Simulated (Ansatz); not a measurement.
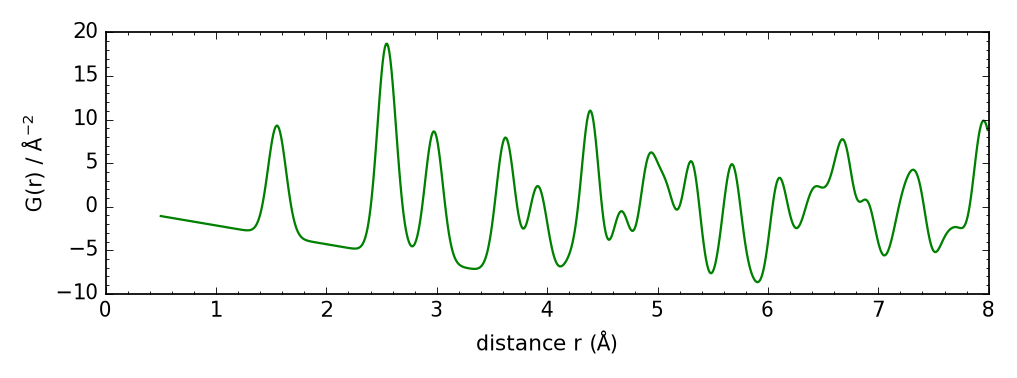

Computed X-ray G(r), with each pair weighted by the product of the atomic numbers (X-ray weights at Q = 0) and a uniform peak width σ = 0.08 Å.

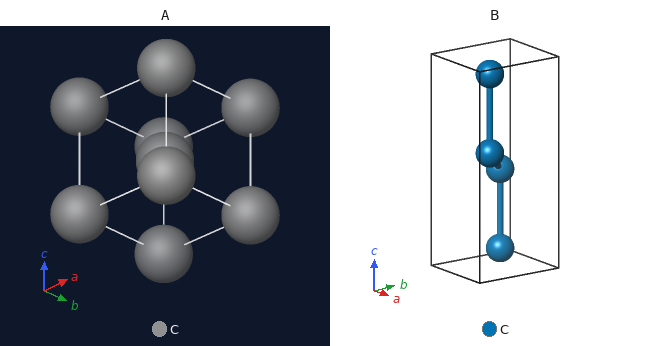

Candidate structures:

A. C, a = 2.390 Å, b = 2.390 Å, c = 2.390 Å, α = 90.00°, β = 90.00°, γ = 90.00°, Im-3m

B. C, a = 2.530 Å, b = 2.530 Å, c = 4.211 Å, α = 90.00°, β = 90.00°, γ = 120.00°, P6_3/mmc

Origins: A, the input geometry of an electronic-structure calculation (not necessarily at equilibrium); the starting structure was generated, so it need not be a known form of this composition; B, the input geometry of an electronic-structure calculation (not necessarily at equilibrium).

> From which structure was the curve computed?

Candidate B, C, P6_3/mmc (first clear peaks at 1.55 Å (C–C) and 2.55 Å (C–C)). A would give first clear peaks at 2.07 Å (C–C) and 2.39 Å (C–C).
